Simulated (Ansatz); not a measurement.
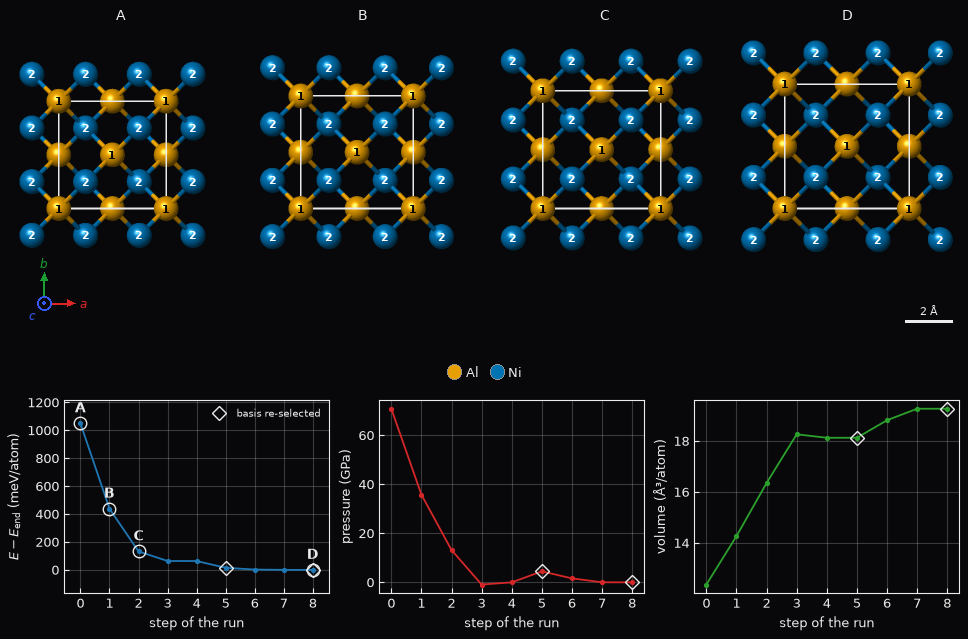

Frames of a relaxation of crystalline AlNi (built on the zinc blende_216 type) (coarse preliminary run), marked on the history of the run. A ball-and-stick model of the conventional cell (4 times the calculation's cell), seen along the c axis. Lengths and directions refer to the drawn axes.

Case: zinc blende type (F-43m, No. 216).

The calculation used DFT PBE, scalar-relativistic, plane waves, PAW in Ansatz.

Input
```yaml
crystal:
  lattice:
    - [0.0, 2.3127756267, 2.3127756267]
    - [2.3127756267, 0.0, 2.3127756267]
    - [2.3127756267, 2.3127756267, 0.0]
  atoms:
    - { symbol: Al, position: [0.0, 0.0, 0.0] }
    - { symbol: Ni, position: [0.75, 0.75, 0.75] }
basis:
  ecutwfc: 420
kpoints:
  mp_grid: { grid: [6, 6, 6] }
hamiltonian:
  xc: pbe
scf:
  occupations: { method: gaussian, width: 0.1 }
  lower_state_search: "off"
output:
  forces: true
  stress: true
  eigenvalues: true
relax:
  adjacent_minimum: "off"
  f_tol: 0.04
  max_steps: 70
  cell: { stress_tol: 0.4 }
```

Command:
```bash
ansatz run input.yaml --threads 1 --pin off --max-ram 2560MiB --backend cpu --events-out ev --progress --plain --runs-dir out
```

> What happens along the run?

The atoms keep their places relative to the cell (all moves are under 0.005 Å). Cell: a = b = c 4.626 → 5.362 Å (+15.9 %). Volume +55.7 %. Near-neighbour distances that change, for instance: Al1–Ni2 2.003 → 2.322 Å. The space group stays F-43m (No. 216). After 6 accepted moves (8 points after the start) the energy has fallen by 1050 meV per atom. All forces vanish by symmetry, so only the cell relaxes. The pressure goes from 70.84 to −0.01 GPa. At 2 points the geometry stayed and the basis and grid were re-selected for the new cell (energy shift of 48.3 meV per atom at most each time). From step 0 to 1: volume +15.3 %, energy −612 meV per atom. From step 1 to 2: volume +14.6 %, energy −306 meV per atom. From step 2 to 8: volume +17.8 %, energy −132 meV per atom.

```tsv
step	E − E(0), meV/atom	pressure, GPa	volume, Å³/atom	note
0	0.00	70.84	12.371	
1	-611.66	35.80	14.270	
2	-917.58	13.19	16.354	
3	-986.26	-0.91	18.263	
4	-986.69	-0.02	18.127	
5	-1035.03	4.48	18.127	same geometry, new basis
6	-1047.71	1.62	18.815	
7	-1049.77	0.02	19.266	
8	-1050.04	-0.01	19.266	same geometry, new basis
```
